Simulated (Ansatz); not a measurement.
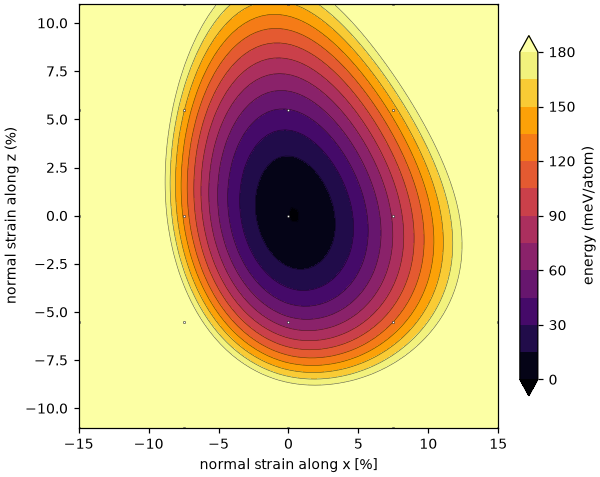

KTaO3 (Pm-3m, No. 221; 5 atoms in the cell). The energy is mapped over two homogeneous strains (x, y and z along the cube axes). Coordinates scanned: (1) normal strain along x; (2) normal strain along z. Nothing is relaxed (symmetry fixes all fractional coordinates). The grid has 5 × 5 points. Points are written as (first, second). All energies are given in meV/atom relative to the lowest grid point. All numbers below come from Ansatz 0.2.0, DFT PBEsol, scalar-relativistic, plane waves, PAW. Settings: cutoff 520 eV, k-mesh 8×8×8, gaussian smearing 0.05 eV, no spin polarisation.

The picture shows filled contours, dots at the grid points, one colour for all values above the top of the scale. Between grid points the surface is interpolated.

**Where is the minimum, and how stiff is the crystal against these two strains (in GPa)?**

The interpolated minimum is at 0.0 % and 0.0 %. Divided by the cell volume of 63.3 Å³, the second derivatives of the energy there are about 430 GPa along the first strain and 440 GPa along the second, with a cross term of about 78 GPa (clamped ions). Round the minimum the valley is somewhat tilted: raising normal strain along x shifts the best value of normal strain along z downwards (coupling k₁₂/√(k₁₁k₂₂) about 0.2).
